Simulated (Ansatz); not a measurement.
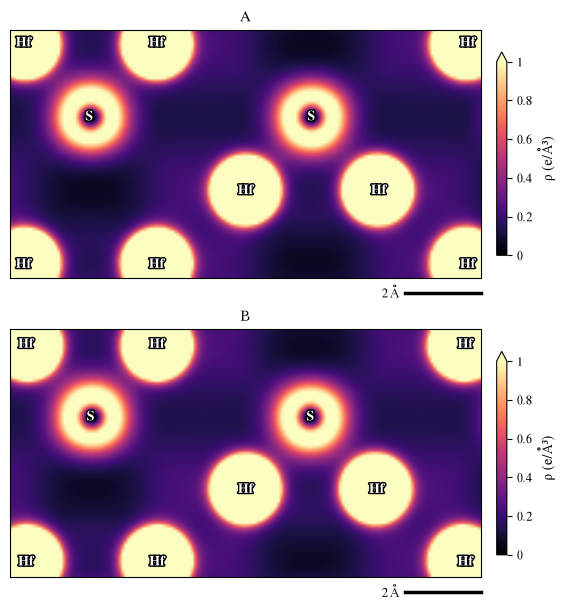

Hf2S. The valence pseudo-density of two cells that differ in size and shape, on the (110) plane of each (indices in the axes of the calculation cell), at one length scale and on one colour scale: A has 19.3 Å³ an atom and B 18.4.

Space group P6₃/mmc; a structure from a database of computed crystals, not necessarily the ambient phase.

Theory: Kohn-Sham DFT of a periodic cell, LDA, Ansatz PAW in Ansatz 0.2.0.

In a PAW calculation such maps are meaningful between the atoms, not at the nuclei.

The larger cell:

```
CELL_PARAMETERS angstrom
3.37427 0.00000 0.00000
-1.68714 2.92221 0.00000
0.00000 0.00000 11.71741
ATOMIC_POSITIONS crystal
Hf 0.33333 0.66667 0.10019
Hf 0.66667 0.33333 0.60019
Hf 0.33333 0.66667 0.39981
Hf 0.66667 0.33333 0.89981
S 0.00000 0.00000 0.25000
S 0.00000 0.00000 0.75000
```

The smaller cell: a = 3.314 Å, b = 3.314 Å, c = 11.592 Å, α = 90.00°, β = 90.00°, γ = 120.00°.

Question: What changes from the larger cell to the smaller?

Answer: From the larger cell to the smaller, Hf–Hf goes from 3.05 to 3.02 Å; Hf–S goes from 2.62 to 2.58 Å, and the density at its midpoint from 0.36 to 0.39 e/Å³; the pressure goes from −6 to 0.0 GPa.
